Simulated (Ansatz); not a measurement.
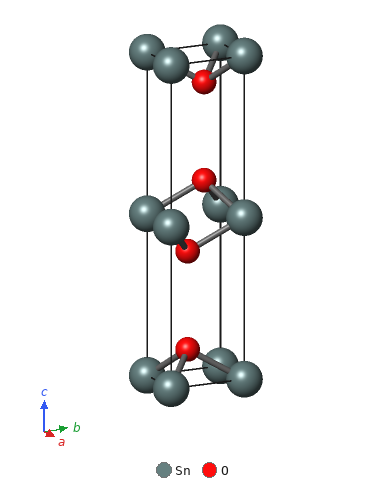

This ball-and-stick model is shown slightly off an axis. The parallelepiped is the conventional unit cell.

SnO₂, space group P6_3/mmc (No. 194), a = 3.21 Å, b = 3.21 Å, c = 10.34 Å, α = 90.00°, β = 90.00°, γ = 120.00°.

Level of theory and settings: DFT PBE+D3(BJ), scalar-relativistic, plane waves, PAW (Ansatz 0.2.0), plane waves up to 420 eV, k-grid 12×12×4, Gaussian smearing of 0.02 eV, no spin polarisation.

What does the calculation say: metal or gapped?

A semiconductor at this level, with a gap of 2.08 eV on the k-mesh (the true edges may lie between mesh points, so the gap can be somewhat smaller).

Its origin is a structure listed in the Materials Project. This is the structure after a relaxation with Ansatz 0.2.0, DFT PBE+D3(BJ), scalar-relativistic, plane waves, PAW.
